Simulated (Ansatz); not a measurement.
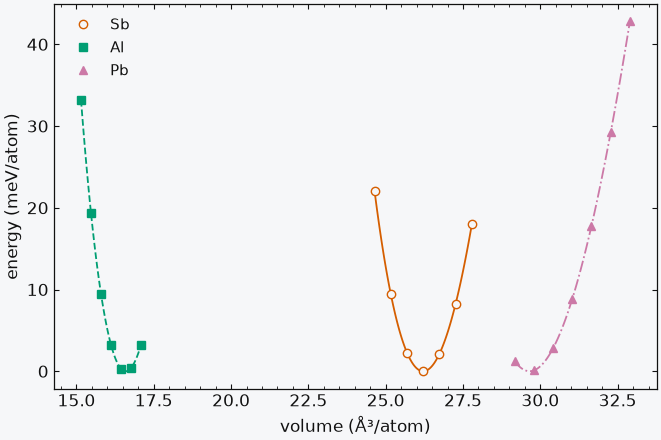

The picture above shows the energy against volume, with one curve for each element, for Al, Pb and Sb (all in space group Im-3m (No. 229)).

Method: all-electron LAPW DFT, no spin polarisation; energies at scaled volumes of the given cell, shape and fractions fixed, counted from the fit's minimum, third-order Birch-Murnaghan fit (Ansatz 0.2.0). Level: PBEsol.

occupations Fermi–Dirac; smearing width 0.05 eV; potentials all electron LAPW, scalar relativistic.

Settings that differ: Sb: k mesh 10×10×10; Al: k mesh 12×12×12; Pb: k mesh 9×9×9.

### Order the curves by fitted equilibrium volume, smallest first.

Al 16.592, Sb 26.213, Pb 29.653 Å³/atom.

### Order the curves by fitted bulk modulus, smallest first.

Pb 48.9, Sb 67.4, Al 73.2 GPa.

Caveats: spin-orbit coupling left out, heavy elements (Pb).
